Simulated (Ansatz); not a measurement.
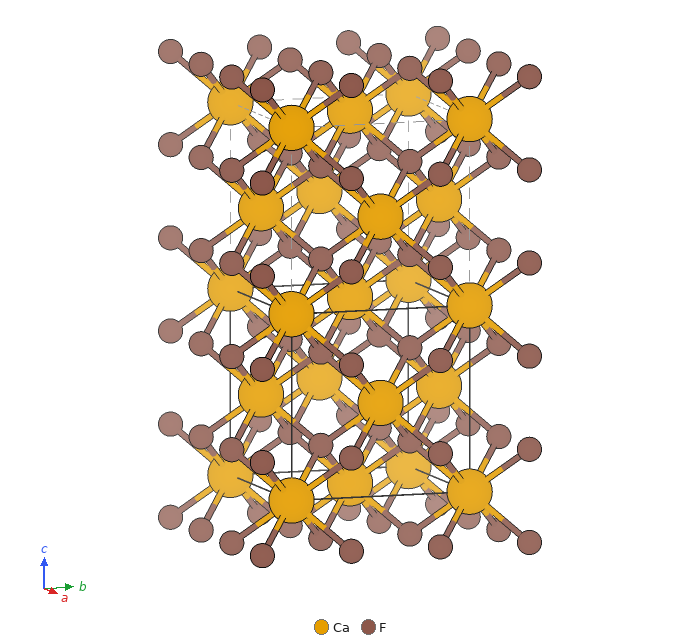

CaF₂ (space group Fm-3m, No. 225). Coordinates: the input geometry of an electronic-structure calculation (not necessarily at equilibrium).

Bonds are taken as Ca–F below 2.7 Å. Simplification: prune 0- and 1-connected atoms, fold 2-connected ones into links.

> What kind of net remains, and which atoms are its nodes?

A binodal (4,8)-connected, three-periodic net: F is a 4-connected node; Ca is an 8-connected node, in the ratio 2:1.

> Does the net have a name?

It is the flu net, known from fluorite.

> Is the net interpenetrated?

It is a single net, without interpenetration.

> Give the point symbol of each node (shortest cycle at each angle).

F: 4⁶; Ca: 4¹²·6¹²·8⁴.
